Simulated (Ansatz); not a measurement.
**Geometry relaxation, with input and output: ZnSe (part 1 of 3)**

ZnSe (slab, 12 atoms in the cell), computed with DFT LDA, scalar-relativistic, plane waves, PAW, no spin polarisation (Ansatz 0.2.0).

The structure derives from a Materials Project entry. It belongs to a series of runs on one base structure; here: (1 1 0) slab, atoms relaxed. Figures and captions count atoms from 1; the log counts them from 0 in places.

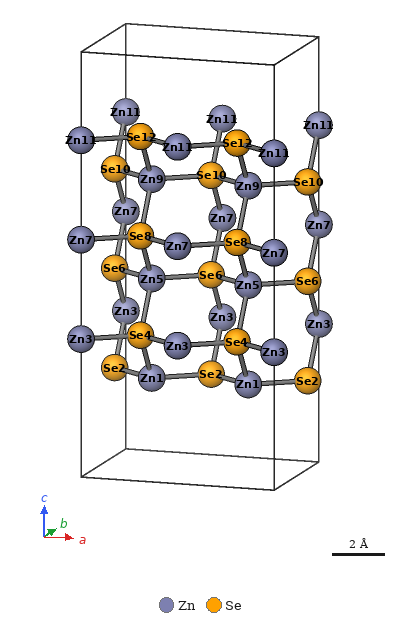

**Figure 1.** The structure as given in the input (ball-and-stick view of the 2 × 1 repeat of the cell, with the vacuum cut short, seen slightly off an axis; atoms are numbered from 1 in the order of the input).

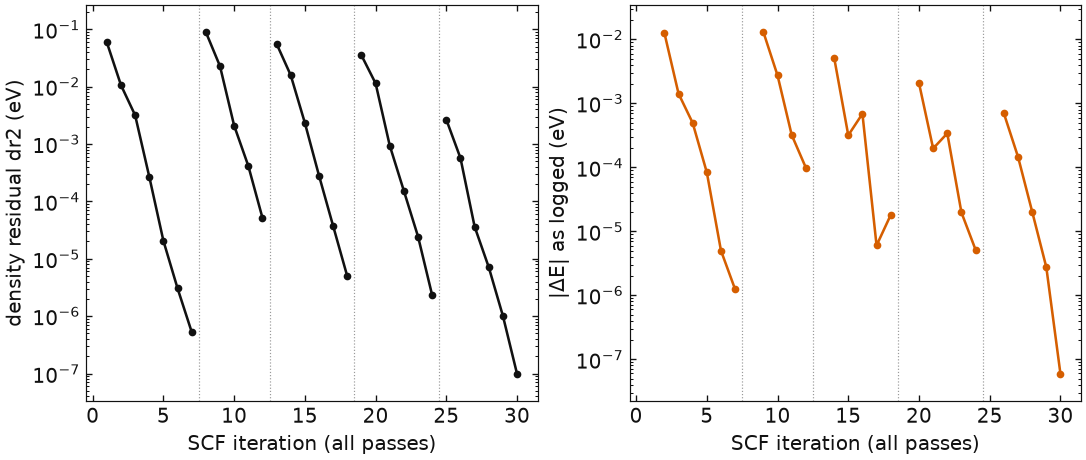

**Figure 2.** Convergence of the self-consistent field: density residual dr2 and size of the energy change against the SCF iteration. The dotted lines part the SCF passes of the relaxation: geometry steps, rejected trials and re-solves on a re-selected basis. The 5 passes take 5 to 7 iterations each, 30 in all.

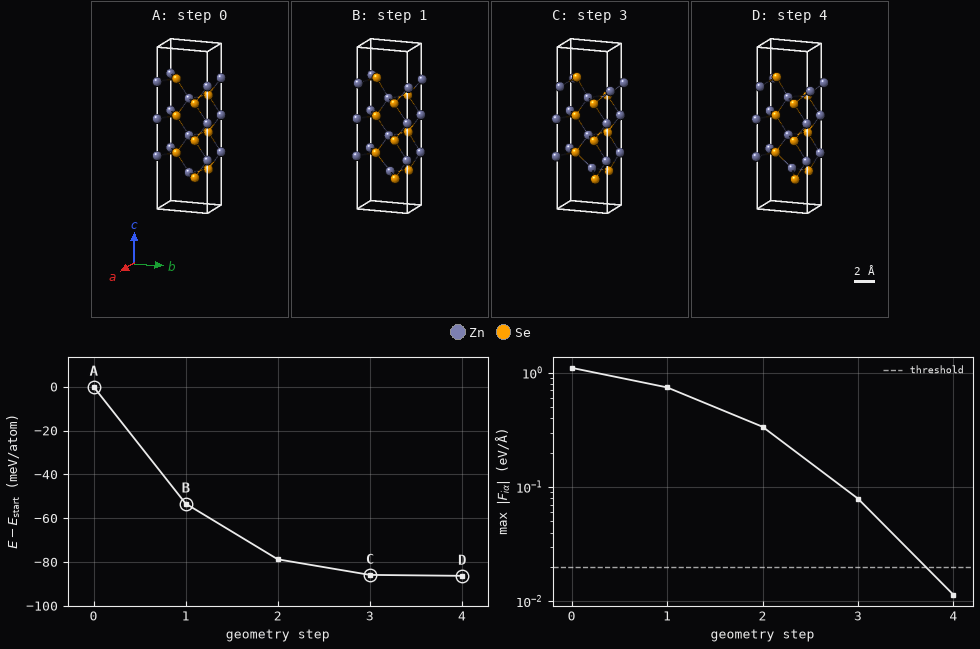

**Figure 3.** Frames of the relaxation (ball-and-stick view of the cell of the calculation, with the vacuum cut short, seen slightly off an axis) above the curves, on which the letters mark them (the first geometry is step 0 here and step 1 in the log).

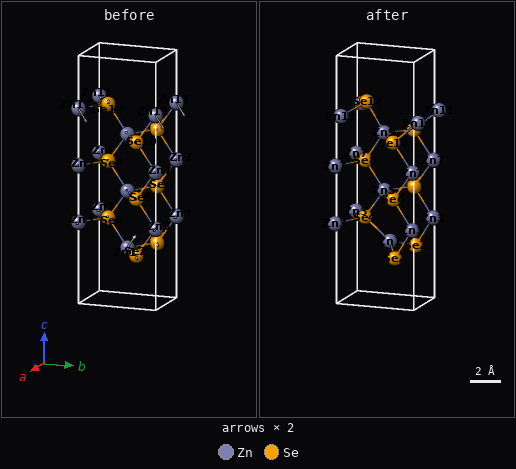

**Figure 4.** Before (left) and after (right) the relaxation, at one scale (ball-and-stick view of the cell of the calculation, with the vacuum cut short, seen slightly off an axis). The white arrows give the displacements, magnified 2 times. The largest moves, 0.59 Å, are those of Zn1 and Zn11. By element the largest moves are Zn 0.59 Å, Se 0.18 Å. The cell stays as it was. Distances before and after: Zn11–Se12 2.411 → 2.351 Å, Se10–Zn11 2.411 → 2.360 Å, Se8–Zn9 2.411 → 2.444 Å, Se2–Zn3 2.411 → 2.395 Å. Among the angles that change: Zn1–Se2–Zn3 109.5° → 90.2°, Zn1–Se4–Zn5 109.5° → 94.4°, Se2–Zn1–Se4 109.5° → 122.7°. The energy falls by 86.3 meV per atom in 4 geometry steps. Largest force component: 1.1 eV/Å at the start, 0.011 eV/Å at the end. (Atoms are counted from 1 in the order of the input.)

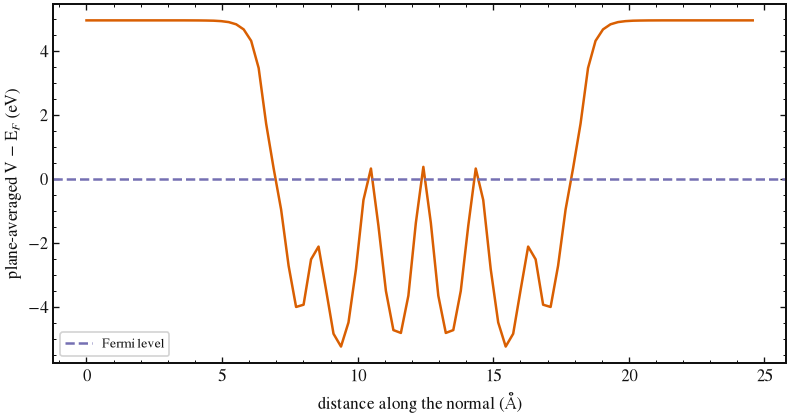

**Figure 5.** Plane average of the electrostatic potential energy of an electron across the cell, from the Fermi level. The vacuum level lies 4.95 eV above the Fermi level.

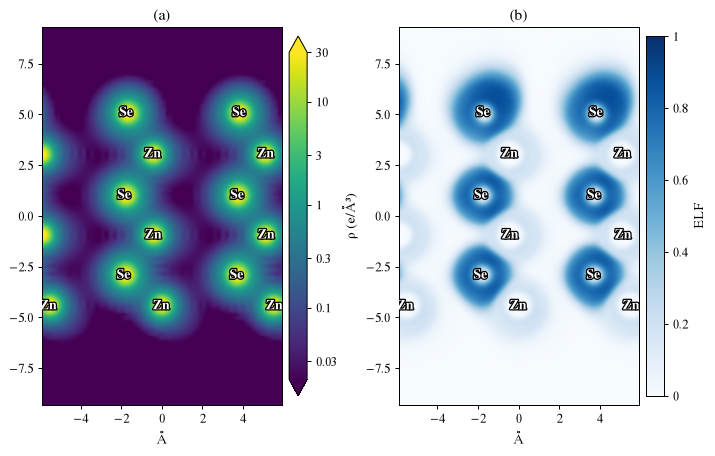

**Figure 6.** (a) valence pseudo-density; (b) electron localisation function on the (100) plane of the calculation cell, a cut from vacuum to vacuum. Zn–Se (2.36 Å): ρ at the midpoint is about 0.54 e/Å³; the ELF is about 0.60 at the midpoint. Zn–Se (2.40 Å): ρ is about 0.5 e/Å³ halfway; the ELF is about 0.60 at the midpoint. Zn–Se (2.43 Å): ρ at the midpoint is about 0.48 e/Å³; the ELF is about 0.60 at the midpoint. The density dies away to nearly zero in the vacuum. Core electrons are frozen (PAW), so the fields are smoothed inside the atomic spheres.

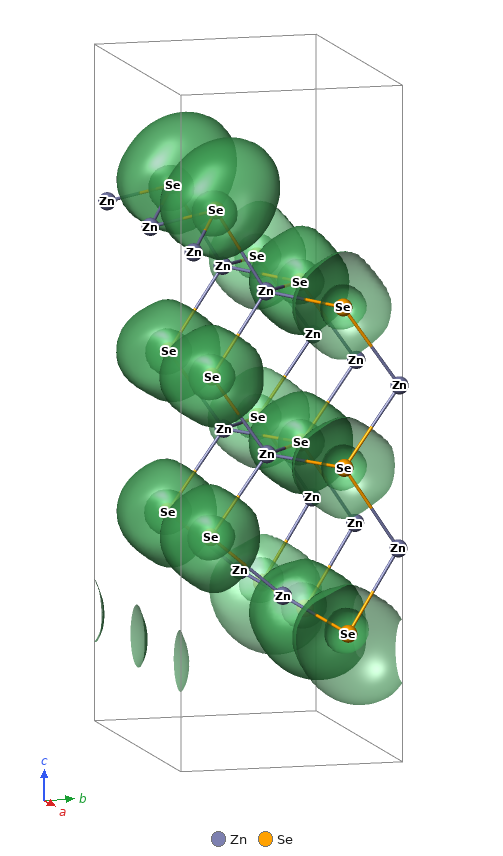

**Figure 7.** Isosurface of the ELF at 0.65 (green), seen slightly off an axis. Core shells and regions of very low density are left out. Sticks mark near contacts. Counts are for one cell; the picture repeats the cell along the surface.  Values along the shortest contacts: Zn–Se (2.35 Å): the ELF is about 0.60 at the midpoint. Zn–Se (2.39 Å): the ELF is about 0.60 at the midpoint.

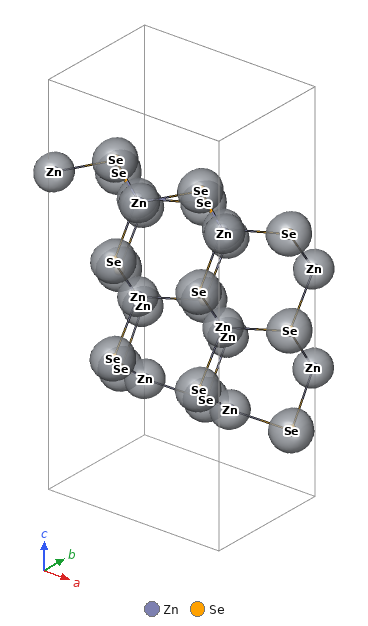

**Figure 8.** Isosurface of the valence electron density at 1 e/Å³ (grey), seen at an oblique angle. Sticks mark near contacts. At this value the density breaks into separate islands; it holds about 70 % of the electrons treated as valence. It is pinched off along the Zn–Se (2.35 Å), Zn–Se (2.39 Å) and Zn–Se (2.44 Å) contacts. On the grid the lowest density along these lines, outside the cores, is 0.52 e/Å³ (Zn–Se, 2.35 Å), 0.47 e/Å³ (Zn–Se, 2.39 Å) and 0.43 e/Å³ (Zn–Se, 2.44 Å).

These pictures come from the run below.

## Input
```yaml
crystal:
  lattice:
    - [3.9368363058, 0.0, 0.0]
    - [0.0, 5.5675272965, 0.0]
    - [0.0, 0.0, 24.8420907645]
  atoms:
    - { symbol: Zn, position: [0.5, 0.5, 0.3019069559] }
    - { symbol: Se, position: [0.0, 0.75, 0.3019069559] }
    - { symbol: Zn, position: [0.0, 0.0, 0.3811441735] }
    - { symbol: Se, position: [0.5, 0.25, 0.3811441735] }
    - { symbol: Zn, position: [0.5, 0.5, 0.4603813912] }
    - { symbol: Se, position: [0.0, 0.75, 0.4603813912] }
    - { symbol: Zn, position: [0.0, 0.0, 0.5396186088] }
    - { symbol: Se, position: [0.5, 0.25, 0.5396186088] }
    - { symbol: Zn, position: [0.5, 0.5, 0.6188558265] }
    - { symbol: Se, position: [0.0, 0.75, 0.6188558265] }
    - { symbol: Zn, position: [0.0, 0.0, 0.6980930441] }
    - { symbol: Se, position: [0.5, 0.25, 0.6980930441] }
basis:
  ecutwfc: 420
kpoints:
  mp_grid: { grid: [7, 5, 1] }
hamiltonian:
  xc: lda
scf:
  occupations: { method: gaussian, width: 0.05 }
output:
  forces: true
  eigenvalues: true
  write_density: true
  write_potential: true
  elf: true
  volumetric_format: npy
relax:
  adjacent_minimum: "off"
  f_tol: 0.02
  max_steps: 60
efield:
  axis: 3
  dipole_correction: true
  ramp_width: 0.04
```

Run as:
```bash
ansatz run input.yaml --threads 4 --pin off --max-ram 8192MiB --backend cpu --events-out ev --progress --plain --runs-dir out
```

## Output
```
Engine: ansatz 0.2.0, aarch64-unknown-linux-gnu
Pseudopotentials: kind: paw
Pseudopotential: Zn, paw, valence charge 12, recommended cutoff 420 eV (normal), Zn.paw.azcp
Pseudopotential: Se, paw, valence charge 16, recommended cutoff 420 eV (normal), Se.paw.azcp
Functional definition: SPW92
  exchange = slater_x
  correlation = pw_c
Crystal: 12 atoms, lattice volume = 544.500 Å³
Basis set: ecut = 420 eV, 10709 PW (Γ)
Bands: 101, of which v1, the nominal top of the filled ones, is band 84 counted from 1 (83 counted from 0)
Symmetry: 2 space group operations
k-points: 12 of 35 (time reversal used)
Non-local potential: Zn, projectors of the file, l = 0: 2, l = 1: 2, l = 2: 3, l = 3: 1
Non-local potential: Se, projectors of the file, l = 0: 2, l = 1: 2, l = 2: 3, l = 3: 1
PAW form: soft (Blöchl's): semilocal exchange-correlation on the pseudo side does not see the compensation charge
PAW frozen core: Zn, regenerated for the run's functional, and the local potential with it (the file was generated under x = pbe(κ = 0.804, μ = 0.2195149727645171), c = pbe(β = 0.06672455060314922))
PAW frozen core: Se, regenerated for the run's functional, and the local potential with it (the file was generated under x = pbe(κ = 0.804, μ = 0.2195149727645171), c = pbe(β = 0.06672455060314922))
PAW one-centre angular grid: Zn, 590 points (default); XC on 64 Gauss nodes
PAW one-centre angular grid: Se, 590 points (default); XC on 64 Gauss nodes
Initial density: superposition of atomic densities (neutral atoms: chi_scale 0, normalization atom), corrected by the library's trained network
Initial wavefunctions: pseudopotential atomic-orbital guess
Functional: x = slater, c = lda
SCF iter   1: F=—  HF=-51782.649528 eV  |F-HF|=—  |Δ(HF+E_count)|=         —  Δρ=3.66e-3  dr2=5.90e-2  ethr=1.77e-3  p=0.000 e·Å  D=1.31e-13 V/Å  ΔV_dip=-0.00 eV  dr2_dipole=2.94e-8  V_vac-E_F(+/−)=4.75/4.75 eV  ⟨swp⟩=7.7  Hψ=5274  notcnv=0  defer=69
efield: sawtooth ramp at fractional position 0.9800 (placed from the atoms, in the widest stretch of the axis that holds none; the zero of the levels goes with the place), width 0.0400; the density the first Hamiltonian is built on has a dipole p = 0.000 e·Å; the dipole correction subtracts the counter field D = 1.31e-13 V/Å, which shifts the + side's vacuum level by -0.00 eV against the − side's; the planar-averaged density in the ramp window peaks in size at 8.1e-6 e/Å³
preconditioner: auto → Resta (q_TF=auto, 2.243 Å⁻¹)  ε∞=3.4  [insulator: Δε(μ)=0.964 eV  Ē_g=10.699 eV  σ=0.050 eV  W_gap=1.00  n_scr=108 (ndim 8)  ℏωp=16.5 eV  f_vac=0.504  D(μ)=0.00/eV (n_scr^D=0)  ε∞_Penn≈3.4  vacuum switching on, ρ_ref=8.3e-3 e/Å³]
SCF iter   2: F=—  HF=-51782.636975 eV  |F-HF|=—  |Δ(HF+E_count)|=   1.26e-2  Δρ=1.63e-3  dr2=1.06e-2  ethr=3.51e-5  p=0.000 e·Å  D=2.24e-5 V/Å  ΔV_dip=-0.00 eV  dr2_dipole=4.89e-8  V_vac-E_F(+/−)=4.85/4.85 eV  ⟨swp⟩=2.0  Hψ=2055  notcnv=0  defer=126
SCF iter   3: F=—  HF=-51782.635559 eV  |F-HF|=—  |Δ(HF+E_count)|=   1.42e-3  Δρ=1.08e-3  dr2=3.17e-3  ethr=6.30e-6  p=-0.000 e·Å  D=-1.22e-5 V/Å  ΔV_dip=0.00 eV  dr2_dipole=1.84e-8  V_vac-E_F(+/−)=4.83/4.83 eV  ⟨swp⟩=2.0  Hψ=1671  notcnv=0  defer=126
SCF iter   4: F=—  HF=-51782.635065 eV  |F-HF|=—  |Δ(HF+E_count)|=   4.94e-4  Δρ=2.32e-4  dr2=2.69e-4  ethr=1.89e-6  p=0.000 e·Å  D=1.81e-6 V/Å  ΔV_dip=-0.00 eV  dr2_dipole=3.47e-10  V_vac-E_F(+/−)=4.83/4.83 eV  ⟨swp⟩=2.0  Hψ=1669  notcnv=0  defer=126
SCF iter   5: F=—  HF=-51782.634982 eV  |F-HF|=—  |Δ(HF+E_count)|=   8.33e-5  Δρ=5.50e-5  dr2=2.05e-5  ethr=1.60e-7  p=0.000 e·Å  D=1.20e-6 V/Å  ΔV_dip=-0.00 eV  dr2_dipole=1.68e-10  V_vac-E_F(+/−)=4.84/4.84 eV  ⟨swp⟩=2.0  Hψ=1686  notcnv=0  defer=126
iter 6 did not close the SCF: its close was put off until two iterations running show no level that it waits for move by more than its bar (scf_convergence_deferred on its scf_iter line)
SCF iter   6: F=-51782.634987 eV  HF=-51782.634987 eV  |F-HF|=3.97e-7  |Δ(HF+E_count)|=   5.00e-6  Δρ=2.26e-5  dr2=3.05e-6  ethr=5.95e-9  p=-0.000 e·Å  D=-1.74e-6 V/Å  ΔV_dip=0.00 eV  dr2_dipole=3.19e-10  V_vac-E_F(+/−)=4.84/4.84 eV  ⟨swp⟩=22.5  Hψ=14105  notcnv=0
SCF iter   7: F=-51782.634988 eV  HF=-51782.634988 eV  |F-HF|=5.19e-7  |Δ(HF+E_count)|=   1.24e-6  Δρ=1.17e-5  dr2=5.29e-7  ethr=1.82e-9  p=0.000 e·Å  D=1.74e-6 V/Å  ΔV_dip=-0.00 eV  dr2_dipole=3.16e-10  V_vac-E_F(+/−)=4.84/4.84 eV  ⟨swp⟩=11.0  Hψ=10346  notcnv=0
SCF 1 converged in 7 iterations: F = -51782.634988 eV  dr2 = 5.29e-7
  greatest PAW one-centre occupation: 1.000 electrons in one spin orbital (limit 2), on the Se atom at site 3 (counted from 0), in its partial waves of l = 2
relax step   1: F+E_penalty+E_count = -51782.63498762 eV  Δ(F+E_penalty+E_count) = +0.000e0 eV  max|allowed force component| = 1.105e0 eV/Å  Δτ_max = 0.0000 Å  (7 SCF iters, dr2 threshold 1.00e-5 eV, accepted)
Initial density: handed on by an earlier stage of this run
Initial wavefunctions: those handed on with the density
iter 1 solved again at ethr=5.36e-5 eV; its pass at ethr=3.10e-3 eV (dr2=9.00e-2 eV) is discarded
```
